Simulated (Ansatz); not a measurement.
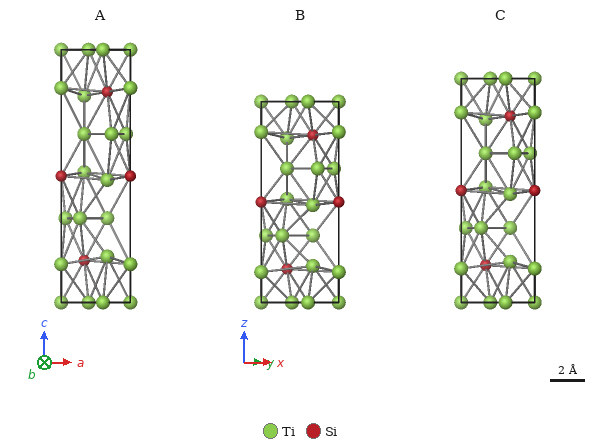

Solid Ti₅Si (R32): the ratio of the cell's length along z to its lengths across, counted as 1 for the reference, is changed at fixed volume (a c/a path), with the atoms kept at their fractional coordinates. x, y and z are the Cartesian axes of the input. Style: ball-and-stick. Shown: the conventional cell (3 times the calculation's cell), repeated 1 × 1 × 1 with one cell outlined, along the b axis. Lengths and directions refer to the drawn axes.

The calculation used DFT PBE, scalar-relativistic, plane waves, PAW in Ansatz 0.2.0. Set-up: plane-wave cutoff 420 eV; k-point mesh 12 × 12 × 12; occupations gaussian; smearing width 0.15 eV; no spin polarisation. Energies (free energies at the smearing named) are counted from the relaxed crystal.

### Order these geometries by energy, lowest first.

Lowest first: C (the relative ratio 1.00, 0.0 meV/atom), B (the relative ratio 0.85, 109.8 meV/atom), A (the relative ratio 1.20, 152.8 meV/atom). Over the whole scan: of the computed points the lowest is at the relative ratio 1.00, 0.0 meV/atom. The end points stand at 109.8 meV/atom (0.85) and 152.8 meV/atom (1.20). The distortion keeps the space group R32. At the relative ratio 1.20 the cell of the drawing goes a 5.048 → 4.751 Å, b 5.048 → 4.751 Å, c 13.315 → 15.036 Å.
